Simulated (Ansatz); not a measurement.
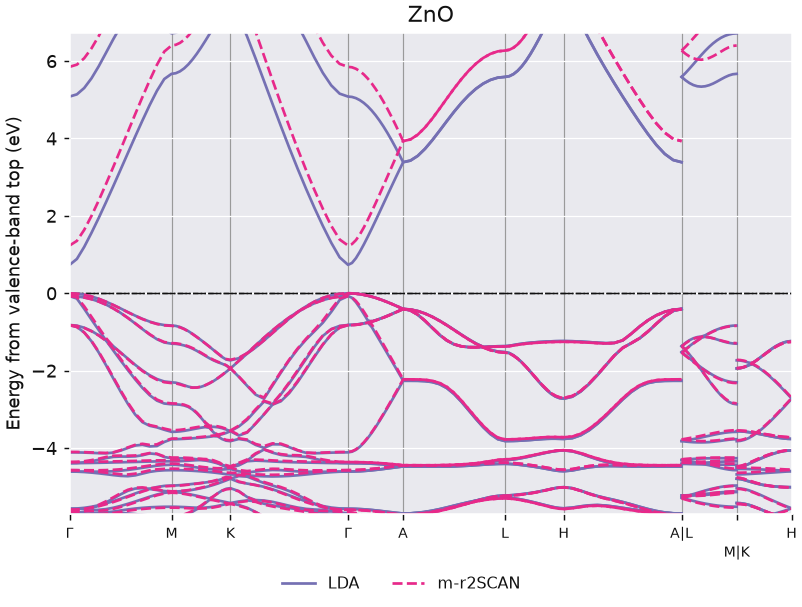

Band structures of wurtzite ZnO, space group P6_3mc, 4 atoms in the cell (a = 3.249 Å, c = 5.206 Å (hexagonal axes)), by two methods on the same cell. Each is counted from its own valence-band top.

**How do the methods compare?**

LDA gives a gap of 0.74 eV along the path and m-r2SCAN gives a gap of 1.23 eV along the path. Over the top 3 filled bands the two differ by 0.01 eV on average.

Settings. LDA: Ansatz PAW, no spin polarisation, no spin-orbit coupling, 7×7×4 k mesh, 420 eV cutoff, Fermi-Dirac smearing of 0.05 eV (Ansatz 0.2.0). m-r2SCAN: Ansatz PAW, no spin polarisation, no spin-orbit coupling, 9×9×5 k mesh, 500 eV cutoff, Fermi-Dirac smearing of 0.05 eV (Ansatz 0.2.0).

The cell is at −7 GPa in LDA and −1 GPa in m-r2SCAN. The PAW data sets were made with another functional. LDA, GGA and most meta-GGA functionals understate gaps.
